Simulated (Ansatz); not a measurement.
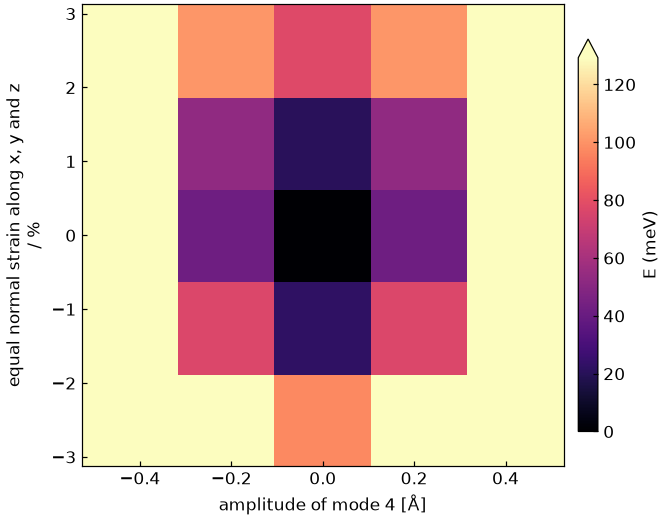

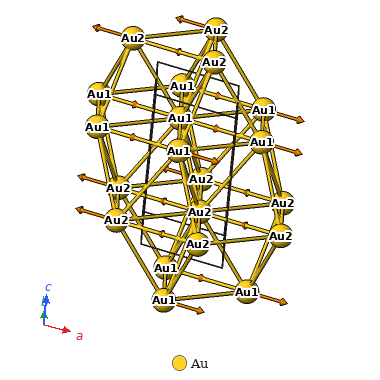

Energy landscape of Au (P6_3/mmc, No. 194; 2 atoms in the cell). The energy is mapped over a normal mode and a strain (zone-centre modes of the 2-atom cell of this scan) (x along [1 0 0], y along [1 2 0], z along [0 0 1] of the conventional cell). First axis: amplitude of mode 4 (34 cm⁻¹), largest displacement in the unstrained cell. Second axis: equal normal strain along x, y and z. Nothing is relaxed (the pattern is fixed in fractional coordinates). Grid: 5 × 5 points; 15 points were computed and 10 follow by symmetry. Points are written as (first, second). Energies are in meV per cell, from the lowest grid point. Computed with DFT PBE, scalar-relativistic, plane waves, PAW in Ansatz 0.2.0. Settings: cutoff 420 eV, k-mesh 18×18×10 in the order of the run's cell vectors, gaussian smearing 0.15 eV, no spin polarisation.

In the figure: one coloured cell a grid point, one colour for all values above the top of the scale. The second picture is the structure at the lowest point

Question: Describe this landscape.

Answer: The lowest grid point is at (0.00 Å, 0.00 %). No other kind of well shows on this grid. The highest grid point, (−0.42 Å, −2.50 %), lies 371 meV above the lowest.

Grid values (meV):

```
second ↓, first →  −0.42  −0.21  0.00  0.21  0.42
             2.50    189    101    77   101   189
             1.25    166     53    21    53   166
             0.00    184     42     0    42   184
            −1.25    249     77    23    77   249
            −2.50    371    164    97   164   371
```

Each point was launched as `ansatz run input.yaml --threads 1 --pin off --max-ram 2048MiB --backend cpu --events-out ev --progress --plain --runs-dir out`. The whole map (15 points run) took 5.6 min on 1 thread of AMD EPYC 7R43 64-Core Processor (Zen 3), with other jobs on the host.
